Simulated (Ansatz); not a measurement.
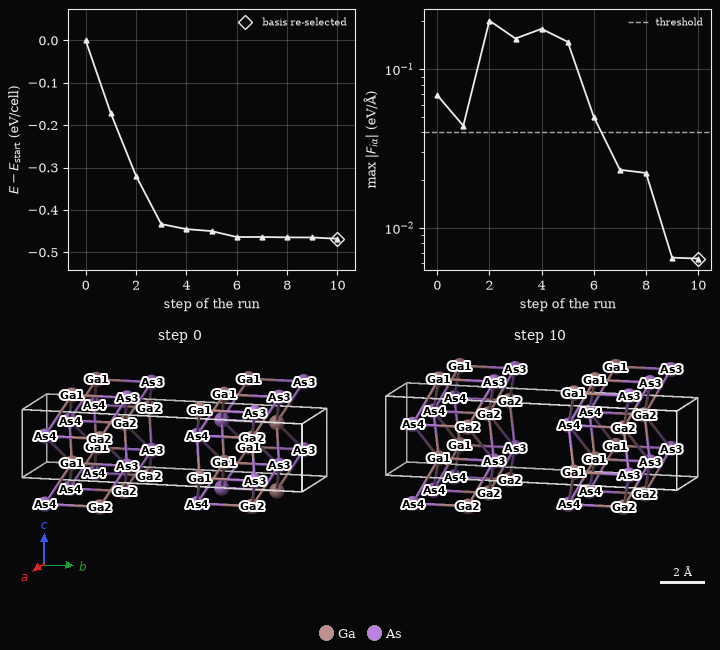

First and last geometry of a relaxation of a crystal of GaAs (built on the CrB type) (coarse preliminary run), with the history of the run. The picture is a ball-and-stick view of the conventional cell (2 times the calculation's cell), seen slightly off an axis. Lengths and directions refer to the drawn axes.

Case: CrB type (Cmcm, No. 63).

Method: Ansatz, DFT r2SCAN, scalar-relativistic, plane waves, PAW. Settings: plane-wave cutoff 500 eV; k-point mesh 4 × 4 × 6; occupations gaussian; smearing width 0.1 eV; no spin polarisation; cell and atoms relaxed; force threshold 0.04 eV/Å; at most 70 steps.

Question: Did the run converge, and what did it change?

Answer: It converged. The largest moves relative to the cell, 0.061 Å, are those of Ga1 and Ga2. Ga1 goes along +b. Largest moves by element: Ga 0.061 Å, As 0.039 Å. The drawn cell changes as follows: a 4.102 → 3.482 Å (−15.1 %), b 13.266 → 13.796 Å (+4.0 %), c 3.154 → 3.668 Å (+16.3 %); the volume changes by +2.7 %. Near-neighbour distances that change, for instance: As3–As3 3.154 → 3.668 Å, Ga1–As4 2.681 → 2.638 Å, Ga1–As3 2.610 → 2.615 Å. Bond angles that change, for instance: As4–Ga1–As4 99.8° → 82.6°, Ga1–As4–Ga1 99.8° → 82.6°, As4–Ga1–As4 72.1° → 88.1°. The space group stays Cmcm (No. 63). Over 9 accepted moves (10 points after the start) the energy falls by 0.468 eV per cell of the calculation. Largest force component: 0.069 eV/Å at the start, 0.0064 eV/Å at the end. The pressure goes from 1.32 to 0.05 GPa. The SCF was repeated once at an unchanged geometry on a basis and grid sized afresh for the cell, which shifted the energy by 3.0 meV per cell of the calculation at most. The run took 3 min on 1 thread of Arm Neoverse V1 (shared host), peak memory 0.78 GiB.

| step | E − E(0), meV/atom | largest force component, eV/Å | pressure, GPa | volume, Å³/atom | note |
| --- | --- | --- | --- | --- | --- |
| 0 | 0.00 | 0.0687 | 1.32 | 21.459 |  |
| 1 | -43.04 | 0.0441 | -0.80 | 21.916 |  |
| 2 | -79.88 | 0.2023 | -1.05 | 21.703 |  |
| 3 | -108.29 | 0.1562 | -0.44 | 21.566 |  |
| 4 | -111.29 | 0.1796 | -0.58 | 21.593 |  |
| 5 | -112.44 | 0.1488 | 1.26 | 21.616 |  |
| 6 | -115.95 | 0.0501 | 0.30 | 21.786 |  |
| 7 | -115.93 | 0.0233 | -0.36 | 22.164 |  |
| 8 | -116.14 | 0.0222 | 0.12 | 21.973 |  |
| 9 | -116.22 | 0.0065 | 0.05 | 22.027 |  |
| 10 | -116.96 | 0.0064 | 0.05 | 22.027 | same geometry, new basis |
